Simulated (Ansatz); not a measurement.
System: HW14Se28 (cell charge +1, with a compensating background) (cell with a defect).

```
W Se H
1.0
     1.63952   -8.51920    0.00000
     6.55808    5.67946    0.00000
     0.00000    0.00000   12.79282
W Se H
14 28 1
Direct
  0.90477 0.52186 0.24863
  0.47814 0.38292 0.24863
  0.04851 0.24056 0.24863
  0.75944 0.80796 0.24863
  0.33333 0.66667 0.24863
  0.61708 0.09523 0.24863
  0.19204 0.95149 0.24863
  0.66667 0.33333 0.74869
  0.23809 0.19048 0.74868
  0.80952 0.04761 0.74868
  0.52389 0.61914 0.74869
  0.09525 0.47611 0.74869
  0.38086 0.90475 0.74869
  0.95239 0.76191 0.74868
  0.66667 0.33333 0.38085
  0.24164 0.19303 0.38178
  0.80697 0.04861 0.38178
  0.52366 0.61951 0.38125
  0.09585 0.47634 0.38125
  0.38049 0.90415 0.38125
  0.95139 0.75836 0.38178
  0.90479 0.52376 0.88022
  0.47624 0.38103 0.88022
  0.04761 0.23803 0.88026
  0.76197 0.80957 0.88026
  0.33333 0.66667 0.88022
  0.61897 0.09521 0.88022
  0.19043 0.95239 0.88026
  0.66667 0.33333 0.11640
  0.24163 0.19303 0.11549
  0.80697 0.04860 0.11549
  0.52367 0.61952 0.11601
  0.09585 0.47633 0.11601
  0.38048 0.90415 0.11601
  0.95140 0.75837 0.11549
  0.90478 0.52374 0.61716
  0.47626 0.38104 0.61716
  0.04761 0.23804 0.61710
  0.76196 0.80957 0.61710
  0.33333 0.66667 0.61715
  0.61896 0.09522 0.61716
  0.19043 0.95239 0.61710
  0.00000 0.00000 0.24863
```

Level of theory: DFT PBE+D3(BJ), scalar-relativistic, plane waves, PAW (Ansatz 0.2.0).

What will maps of the valence pseudo-density and electron localisation function show?

Answer. W–Se (2.54 Å): ρ is about 0.55 e/Å³ halfway; the ELF is about 0.55 at the midpoint.

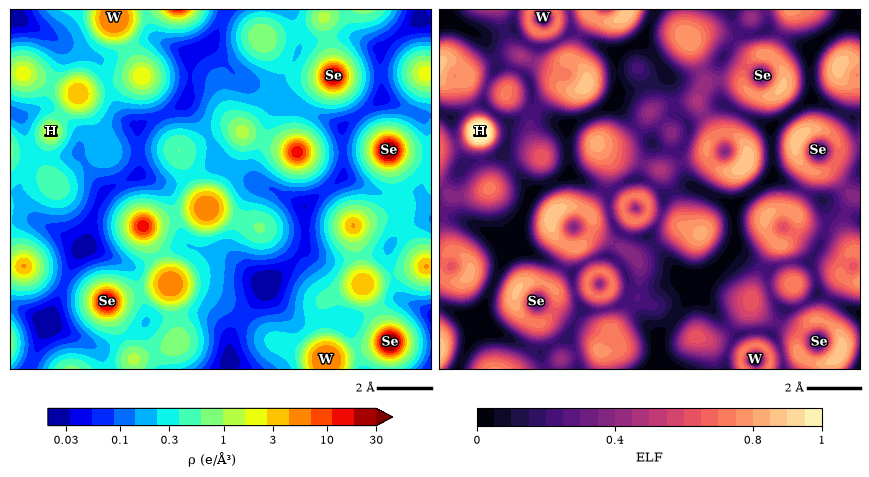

Computed valence pseudo-density and electron localisation function on the (111) plane of the calculation cell, in this order. Atoms just off the plane (W, 0.3 Å away and Se, 0.3 Å away) can leave unmarked features too.

Core electrons are frozen (PAW), and the valence fields are smoothed inside the atomic spheres.
